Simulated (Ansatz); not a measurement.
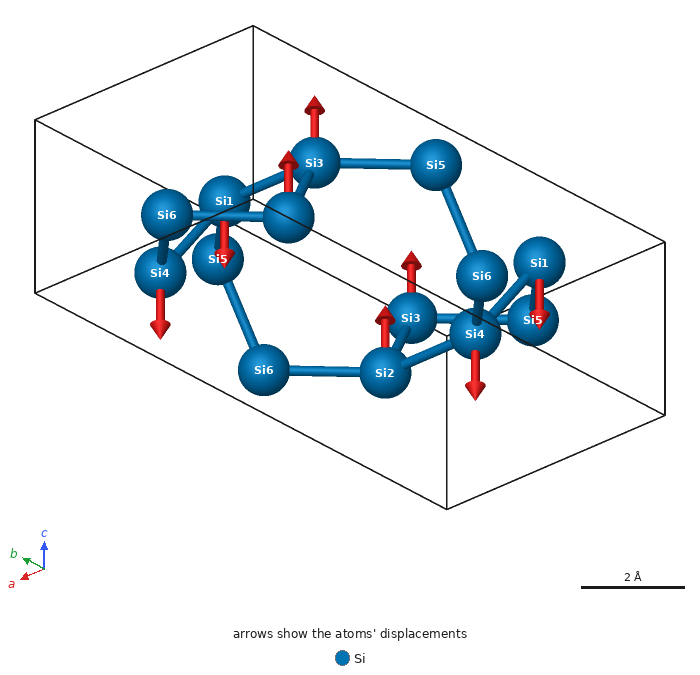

The lowest optical mode of solid Si (a generated structure), space group Cmcm (No. 63), at the zone centre. The red arrows are the displacements of the atoms (eigenvector over the root of the mass), of arbitrary overall length and sign. The picture is a ball-and-stick view of the conventional cell (2 times the calculation's cell), seen from a free direction. Lengths and directions refer to the drawn axes.

These are results of Ansatz 0.2.0, DFT PBE, scalar-relativistic, plane waves, PAW, not measurements. Set-up: plane-wave cutoff 420 eV; k-point mesh 8 × 8 × 10; occupations fixed; no spin polarisation.

Frequencies are those without the non-analytic (LO–TO) term.

Is this crystal at a minimum with respect to the drawn distortion?

Answer. Yes: this softest mode has a real frequency, and so have all others here. That speaks for this wave vector alone: the rest of the zone wasn't checked in this run. This is the A_u mode at 49 cm⁻¹, the lowest optical level, silent by symmetry (neither infrared- nor Raman-active). The Si (4c) atoms stay at rest; all motion is along c; atoms of one kind move against one another, with no net shift of their sublattice; the Si–Si bond lengths don't change to first order, so for these it is a bending, tilting or sliding motion.
